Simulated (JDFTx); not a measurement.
Geometry relaxation of TaAs (part 3 of 3)

Continued. System: TaAs (I4₁md, 4 atoms in the cell). Method: Kohn-Sham DFT of a periodic cell, LDA, PseudoDojo-SR-LDA-0.4.1-standard, no spin polarisation (JDFTx 1.7.0 (patched build)); cutoff 1088.45 eV, 4×4×4 k-mesh, fermi-dirac of 0.05 eV. The structure derives from a Materials Project entry. The settings are looser than a standard set-up, so the numbers are not reference values.

Geometry of the input (Å; fractional positions):
```
-1.7218  1.7218  5.8679
1.7218  -1.7218  5.8679
1.7218  1.7218  -5.8679
Ta 0.5000  0.5000  -0.0000
Ta 0.2500  0.7500  0.5000
As 0.0826  0.0826  0.0000
As 0.8326  0.3326  0.5000
```

What the program printed, continued
```
# Forces in Cartesian coordinates:
force Ta  -0.000000000000000  -0.000000000000000  -0.000158382107528 1
force Ta  -0.000000000000000  -0.000000000000000  -0.000158382107528 1
force As   0.000000000000000   0.000000000000000   0.000155541133652 1
force As   0.000000000000000   0.000000000000000   0.000155541133652 1

# Energy components:
   Eewald =     -231.0239169875900416
       EH =       68.4077552033459426
     Eloc =     -197.4070322278386698
      Enl =      -92.7843614840908089
      Exc =      -76.3694041601551561
 Exc_core =       31.3439558362926114
       KE =      186.8136936614095589
-------------------------------------
     Etot =     -311.0193101586265243
       TS =        0.0009360745585081
-------------------------------------
        F =     -311.0202462331850484

LatticeMinimize: Iter:   6  F: -311.020246233185048  |grad|_K:  4.380e-04  alpha:  1.000e+00  linmin: -1.200e-01

#--- Lowdin population analysis ---
# oxidation-state Ta +0.180 +0.180
# oxidation-state As -0.064 -0.064

-------- Electronic minimization -----------
Will mix electronic density at each iteration.
	FillingsUpdate:  mu: +0.648531921  nElectrons: 56.000000
	FillingsUpdate:  mu: +0.647809255  nElectrons: 56.000000
SCF: Cycle:  0   F: -311.020246151528738   dF: -4.265e-06   |Residual|: 2.650e-04   |deigs|: 5.055e-06
	FillingsUpdate:  mu: +0.647811830  nElectrons: 56.000000
SCF: Cycle:  1   F: -311.020246345357066   dF: -1.938e-07   |Residual|: 1.212e-04   |deigs|: 9.582e-06
	FillingsUpdate:  mu: +0.647813282  nElectrons: 56.000000
[... 3 further cycles ...]
SCF: Cycle:  5   F: -311.020246396064636   dF: -9.002e-10   |Residual|: 1.845e-06   |deigs|: 1.791e-06
	FillingsUpdate:  mu: +0.647812384  nElectrons: 56.000000
SCF: Cycle:  6   F: -311.020246396491302   dF: -4.267e-10   |Residual|: 1.195e-06   |deigs|: 4.265e-06
SCF: Converged (|Delta E|<1.000000e-09 for 2 iters).

Setting wave functions to eigenvectors of Hamiltonian
# Lattice vectors:
R =
[     -3.19892      3.19892      3.19892  ]
[      3.19892     -3.19892      3.19892  ]
[      11.0067      11.0067     -11.0067  ]
unit cell volume = 450.533

# Strain tensor in Cartesian coordinates:
[   -0.0168515            0            0  ]
[            0   -0.0168515            0  ]
[            0            0  -0.00740065  ]

# Stress tensor in Cartesian coordinates [Eh/a0^3]:
[  3.65555e-06            0            0  ]
[            0  3.65555e-06            0  ]
[            0            0  3.25926e-06  ]

# Ionic positions in lattice coordinates:
ion Ta   0.499839845450657   0.499839845450657   0.000000000000000 1
ion Ta   0.249839845450657   0.749839845450657   0.500000000000000 1
ion As   0.082759574549343   0.082759574549343  -0.000000000000000 1
ion As   0.832759574549343   0.332759574549343   0.500000000000000 1

# Forces in Cartesian coordinates:
force Ta  -0.000000000000000  -0.000000000000000   0.000085095361461 1
force Ta  -0.000000000000000  -0.000000000000000   0.000085095361461 1
force As  -0.000000000000000   0.000000000000000  -0.000091686687588 1
force As   0.000000000000000   0.000000000000000  -0.000091686687588 1

# Energy components:
   Eewald =     -230.9420927208128091
       EH =       68.4473586940856364
     Eloc =     -197.5249158852901417
      Enl =      -92.7852337235174076
      Exc =      -76.3672147079155366
 Exc_core =       31.3439558310412494
       KE =      186.8088295137383170
-------------------------------------
     Etot =     -311.0193129986706708
       TS =        0.0009333978206430
-------------------------------------
        F =     -311.0202463964913022

LatticeMinimize: Iter:   7  F: -311.020246396491302  |grad|_K:  3.959e-04  alpha:  1.000e+00  linmin:  2.644e-01

#--- Lowdin population analysis ---
# oxidation-state Ta +0.181 +0.181
# oxidation-state As -0.065 -0.065

-------- Electronic minimization -----------
Will mix electronic density at each iteration.
	FillingsUpdate:  mu: +0.647812384  nElectrons: 56.000000
	FillingsUpdate:  mu: +0.648116554  nElectrons: 56.000000
SCF: Cycle:  0   F: -311.020246823327057   dF: -4.577e-07   |Residual|: 8.088e-05   |deigs|: 2.550e-06
	FillingsUpdate:  mu: +0.648115188  nElectrons: 56.000000
SCF: Cycle:  1   F: -311.020246841773542   dF: -1.845e-08   |Residual|: 4.049e-05   |deigs|: 3.958e-06
	FillingsUpdate:  mu: +0.648114485  nElectrons: 56.000000
SCF: Cycle:  2   F: -311.020246845420331   dF: -3.647e-09   |Residual|: 7.277e-06   |deigs|: 3.235e-06
	FillingsUpdate:  mu: +0.648114577  nElectrons: 56.000000
SCF: Cycle:  3   F: -311.020246846347334   dF: -9.270e-10   |Residual|: 3.895e-06   |deigs|: 1.306e-06
	FillingsUpdate:  mu: +0.648114854  nElectrons: 56.000000
SCF: Cycle:  4   F: -311.020246846699138   dF: -3.518e-10   |Residual|: 1.493e-06   |deigs|: 1.345e-06
SCF: Converged (|Delta E|<1.000000e-09 for 2 iters).

Setting wave functions to eigenvectors of Hamiltonian
# Lattice vectors:
R =
[     -3.19874      3.19874      3.19874  ]
[      3.19874     -3.19874      3.19874  ]
[      11.0034      11.0034     -11.0034  ]
unit cell volume = 450.344

# Strain tensor in Cartesian coordinates:
[   -0.0169087            0            0  ]
[            0   -0.0169087            0  ]
[            0            0  -0.00770244  ]

# Stress tensor in Cartesian coordinates [Eh/a0^3]:
[  1.07046e-06            0            0  ]
[            0  1.07046e-06            0  ]
[            0            0  3.28386e-07  ]

# Ionic positions in lattice coordinates:
ion Ta   0.499855396231586   0.499855396231586   0.000000000000000 1
ion Ta   0.249855396231586   0.749855396231586   0.500000000000000 1
ion As   0.082744023768414   0.082744023768414  -0.000000000000000 1
ion As   0.832744023768414   0.332744023768414   0.500000000000000 1

# Forces in Cartesian coordinates:
force Ta  -0.000000000000000  -0.000000000000000   0.000033506351665 1
force Ta   0.000000000000000   0.000000000000000   0.000033506351665 1
force As   0.000000000000000   0.000000000000000  -0.000032738549997 1
force As  -0.000000000000000  -0.000000000000000  -0.000032738549997 1

# Energy components:
   Eewald =     -230.9759157272260950
       EH =       68.4310520565697118
     Eloc =     -197.4762618461059844
      Enl =      -92.7848731326689062
      Exc =      -76.3681270603709095
 Exc_core =       31.3439558335452020
       KE =      186.8108573181409611
-------------------------------------
     Etot =     -311.0193125581160416
       TS =        0.0009342885831124
-------------------------------------
        F =     -311.0202468466991377

LatticeMinimize: Iter:   8  F: -311.020246846699138  |grad|_K:  1.116e-04  alpha:  1.000e+00  linmin: -2.773e-01
LatticeMinimize: Converged (|Delta F|<1.000000e-06 for 2 iters).

#--- Lowdin population analysis ---
# oxidation-state Ta +0.181 +0.181
# oxidation-state As -0.065 -0.065

Dumping 'run.eigStats' ...
	eMin: -1.860756 at state 0 ( [ +0.000000 +0.000000 +0.000000 ] spin 0 )
	HOMO: +0.647991 at state 10 ( [ +0.250000 -0.250000 +0.250000 ] spin 0 )
	mu  : +0.648115
	LUMO: +0.649417 at state 1 ( [ +0.000000 +0.000000 +0.250000 ] spin 0 )
	eMax: +0.928550 at state 1 ( [ +0.000000 +0.000000 +0.250000 ] spin 0 )
	HOMO-LUMO gap: +0.001426
	Optical gap  : +0.016826 at state 5 ( [ +0.000000 +0.500000 +0.000000 ] spin 0 )
Done!
```

Trajectory as extended XYZ (Å, eV, eV/Å), 9 frames, from step=0 to step=8
```
4
Lattice="-1.7218 1.7218 5.8679 1.7218 -1.7218 5.8679 1.7218 1.7218 -5.8679" Properties=species:S:1:pos:R:3:forces:R:3 step=0 energy=-8463.21593
Ta    0.0000    0.0000    5.8676    0.0000   0.0000   0.0148
Ta    1.7218    0.0000    2.9336    0.0000   0.0000   0.0148
As    0.0000    0.0000    0.9698    0.0000   0.0000  -0.0149
As    0.0000    1.7218    3.9037    0.0000   0.0000  -0.0149
4
Lattice="-1.7179 1.7179 5.8578 1.7179 -1.7179 5.8578 1.7179 1.7179 -5.8578" Properties=species:S:1:pos:R:3:forces:R:3 step=1 energy=-8463.23641
Ta    0.0000    0.0000    5.8576    0.0000   0.0000   0.0108
Ta    1.7179    0.0000    2.9287    0.0000   0.0000   0.0108
As    0.0000    0.0000    0.9679    0.0000   0.0000  -0.0108
As    0.0000    1.7179    3.8969    0.0000   0.0000  -0.0108
4
Lattice="-1.6947 1.6947 5.7991 1.6947 -1.6947 5.7991 1.6947 1.6947 -5.7991" Properties=species:S:1:pos:R:3:forces:R:3 step=2 energy=-8463.29152
Ta    0.0000    0.0000    5.7996    0.0000   0.0000  -0.0162
Ta    1.6947    0.0000    2.9001    0.0000   0.0000  -0.0162
As    0.0000    0.0000    0.9575    0.0000   0.0000   0.0161
As    0.0000    1.6947    3.8570    0.0000   0.0000   0.0161
4
Lattice="-1.6948 1.6948 5.8048 1.6948 -1.6948 5.8048 1.6948 1.6948 -5.8048" Properties=species:S:1:pos:R:3:forces:R:3 step=3 energy=-8463.29174
Ta    0.0000    0.0000    5.8042    0.0000   0.0000   0.0041
Ta    1.6948    0.0000    2.9018    0.0000   0.0000   0.0041
As    0.0000    0.0000    0.9595    0.0000   0.0000  -0.0043
As    0.0000    1.6948    3.8619    0.0000   0.0000  -0.0043
4
Lattice="-1.6944 1.6944 5.8084 1.6944 -1.6944 5.8084 1.6944 1.6944 -5.8084" Properties=species:S:1:pos:R:3:forces:R:3 step=4 energy=-8463.29185
Ta    0.0000    0.0000    5.8080    0.0000   0.0000  -0.0057
Ta    1.6944    0.0000    2.9038    0.0000   0.0000  -0.0057
As    0.0000    0.0000    0.9600    0.0000   0.0000   0.0057
As    0.0000    1.6944    3.8642    0.0000   0.0000   0.0057
4
Lattice="-1.6939 1.6939 5.8119 1.6939 -1.6939 5.8119 1.6939 1.6939 -5.8119" Properties=species:S:1:pos:R:3:forces:R:3 step=5 energy=-8463.29195
Ta    0.0000    0.0000    5.8113    0.0000   0.0000  -0.0068
Ta    1.6939    0.0000    2.9053    0.0000   0.0000  -0.0068
As    0.0000    0.0000    0.9607    0.0000   0.0000   0.0067
As    0.0000    1.6939    3.8667    0.0000   0.0000   0.0067
4
Lattice="-1.6926 1.6926 5.8201 1.6926 -1.6926 5.8201 1.6926 1.6926 -5.8201" Properties=species:S:1:pos:R:3:forces:R:3 step=6 energy=-8463.29205
Ta    0.0000    0.0000    5.8189    0.0000   0.0000  -0.0081
Ta    1.6926    0.0000    2.9089    0.0000   0.0000  -0.0081
As    0.0000    0.0000    0.9626    0.0000   0.0000   0.0080
As    0.0000    1.6926    3.8727    0.0000   0.0000   0.0080
4
Lattice="-1.6928 1.6928 5.8245 1.6928 -1.6928 5.8245 1.6928 1.6928 -5.8245" Properties=species:S:1:pos:R:3:forces:R:3 step=7 energy=-8463.29206
Ta    0.0000    0.0000    5.8226    0.0000   0.0000   0.0044
Ta    1.6928    0.0000    2.9104    0.0000   0.0000   0.0044
As    0.0000    0.0000    0.9641    0.0000   0.0000  -0.0047
As    0.0000    1.6928    3.8763    0.0000   0.0000  -0.0047
4
Lattice="-1.6927 1.6927 5.8227 1.6927 -1.6927 5.8227 1.6927 1.6927 -5.8227" Properties=species:S:1:pos:R:3:forces:R:3 step=8 energy=-8463.29207
Ta    0.0000    0.0000    5.8211    0.0000   0.0000   0.0017
Ta    1.6927    0.0000    2.9097    0.0000   0.0000   0.0017
As    0.0000    0.0000    0.9636    0.0000   0.0000  -0.0017
As    0.0000    1.6927    3.8750    0.0000   0.0000  -0.0017
```

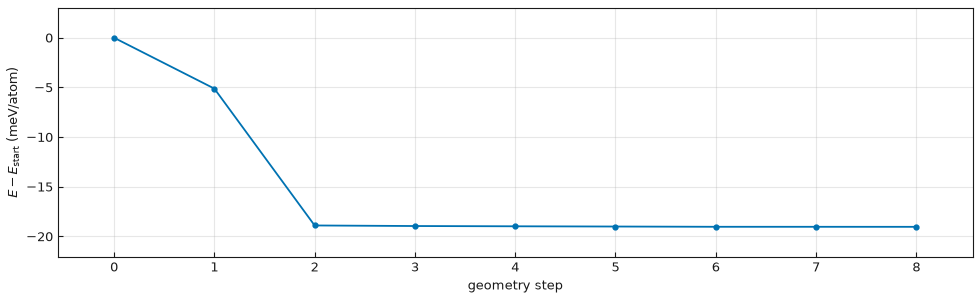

Fig. 1: Progress of the relaxation, step by step (steps are counted from 0).

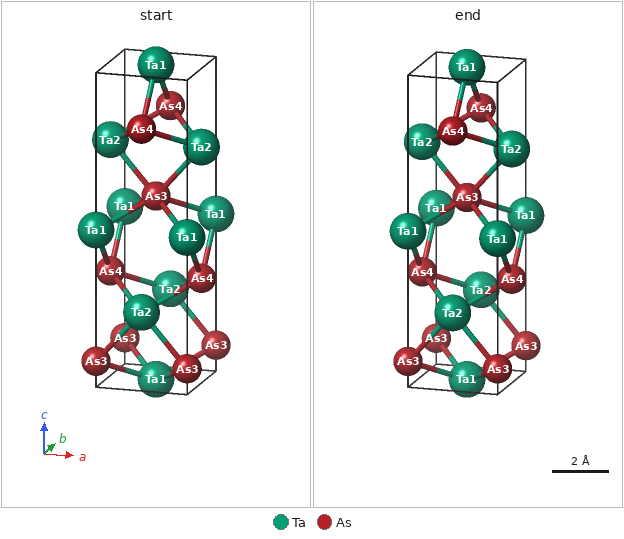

Fig. 2: Before (left) and after (right) the relaxation, at one scale (ball-and-stick view of the cell 2 times as large as that of the calculation, set on its symmetry axes, seen slightly off an axis). No atom moves by more than 0.005 Å relative to the cell. Cell: a = b 3.444 → 3.385 Å (−1.7 %), c 11.736 → 11.645 Å (−0.8 %). Volume −4.1 %. Among the contacts that change: Ta1–As3 2.621 → 2.581 Å, Ta1–As4 2.612 → 2.579 Å. The space group stays I4_1md (No. 109). Over 8 geometry steps the energy falls by 19.0 meV per atom. Largest force component: 0.015 eV/Å at the start, 0.0017 eV/Å at the end. (Atoms are counted from 1 in the order of the input.)

Results in brief

```json
{"quantity": "outcome", "value": "converged"}
{"quantity": "space group (tolerance 0.01 Å)", "value": "I4₁md (109)"}
{"quantity": "electrons treated", "value": "56"}
{"quantity": "free energy", "value": "−8463.2921 eV"}
{"quantity": "Fermi energy", "value": "17.636 eV"}
{"quantity": "gap on the k-point mesh", "value": "none (metallic)"}
{"quantity": "pressure", "value": "−0.02 GPa"}
{"quantity": "final volume", "value": "66.73 Å³"}
{"quantity": "largest force (length of the vector) at the end", "value": "0.002 eV/Å"}
{"quantity": "final cell", "value": "a = 6.296 Å, b = 6.296 Å, c = 6.296 Å, α = 148.81°, β = 148.81°, γ = 44.70°"}
{"quantity": "wall time", "value": "26 min"}
{"quantity": "peak memory", "value": "0.4 GiB"}
```

Remarks

The settings depart from the standard set-up of this series, which can bear on the numbers. Points of doubt noted for this run: coarse mesh. Spin–orbit coupling is left out, which matters for Ta.
